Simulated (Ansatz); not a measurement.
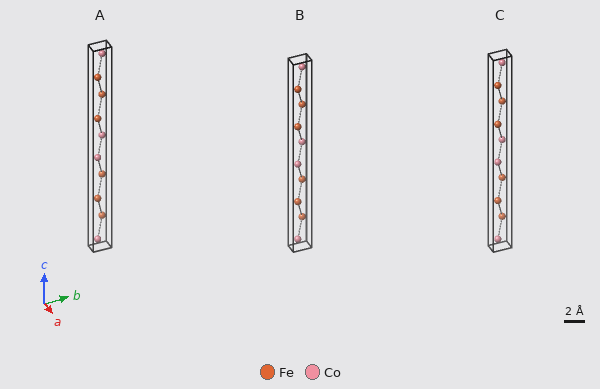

3 geometries from one relaxation of crystalline Fe3Co2 (a generated structure, set up in P6_3/mmc) (coarse preliminary run), in shuffled order. Style: ball-and-stick. Shown: the cell of the calculation, slightly off an axis.

Level of theory: DFT PBE, scalar-relativistic, plane waves, PAW in Ansatz. Settings: plane-wave cutoff 420 eV; k-point mesh 6 × 6 × 1; occupations gaussian; smearing width 0.1 eV; collinear spin; cell and atoms relaxed; force threshold 0.04 eV/Å; at most 70 steps.

> Put them in the order of the run, from the start to the converged end.

B, C, A. They are steps 0, 1, 7, at +63.2 meV per atom, +28.1 meV per atom relative to the last. Over 5 accepted moves (7 points after the start) the energy falls by 63.2 meV per atom. Largest force component: 0.58 eV/Å at the start, 0.00093 eV/Å at the end. Pressure: 11.80 GPa at the start and 0.05 GPa at the end. At 2 points the geometry stayed and the basis and grid were re-selected for the new cell (energy shift of 1.8 meV per atom at most each time). The largest moves relative to the cell, 0.065 Å, are those of Co atoms. Largest moves by element: Co 0.065 Å, Fe 0.059 Å. The drawn cell changes as follows: a = b 2.528 → 2.509 Å (−0.8 %), c 19.845 → 21.262 Å (+7.1 %); the volume changes by +5.5 %. Near-neighbour distances that change, for instance: Fe–Fe 2.463 → 2.621 Å, Co–Fe 2.463 → 2.578 Å, Co–Co 2.528 → 2.509 Å, Fe–Fe 2.528 → 2.509 Å. The space group stays P6_3/mmc (No. 194). The run took 83 s on 1 thread of Intel(R) Xeon(R) 6975P-C (Granite Rapids), on a shared host, peak memory 0.62 GiB.

Limits of the set-up: the k-point mesh is coarse for a cell with partly filled bands.
